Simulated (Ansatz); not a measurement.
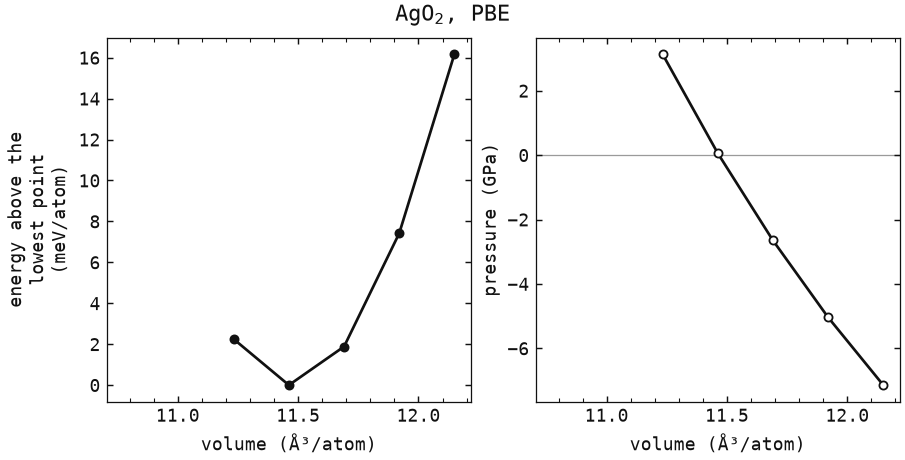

The plot gives the computed energy above the lowest point and pressure against volume for AgO₂, space group Fm-3m (No. 225) (one of a set of cubic test structures, which need not be the stable phase).

How it was computed, with Ansatz 0.2.0 development build: equation of state of a cubic crystal from periodic Kohn-Sham density functional theory without spin, third-order Birch-Murnaghan fit to the free energies; pressure corrected for the finite basis. Level: PBE.

structure type fluorite; atoms in cell 3; space group number 225; lattice centring face-centred primitive; k mesh 18×18×18; occupation method Fermi–Dirac; occupation width 0.06123 eV; wave cutoff 420 eV; datasets soft-1 PAW; density tolerance 1e−07 eV; bands 20; density cutoff ratio 4; search for lower states default.

The points at volume 10.77 Å³/atom and 11.00 Å³/atom are left out of the plot. What values does the calculation give there?

```csv
volume (Å³/atom),energy above the lowest point (meV/atom),pressure (GPa)
10.77,21.4,10.6
11.00,9.2,6.6
```

Note: cubic model structure, not the ambient form; modest k-mesh, values are not fully converged in k; no spin polarisation, a magnetic state may lie lower.
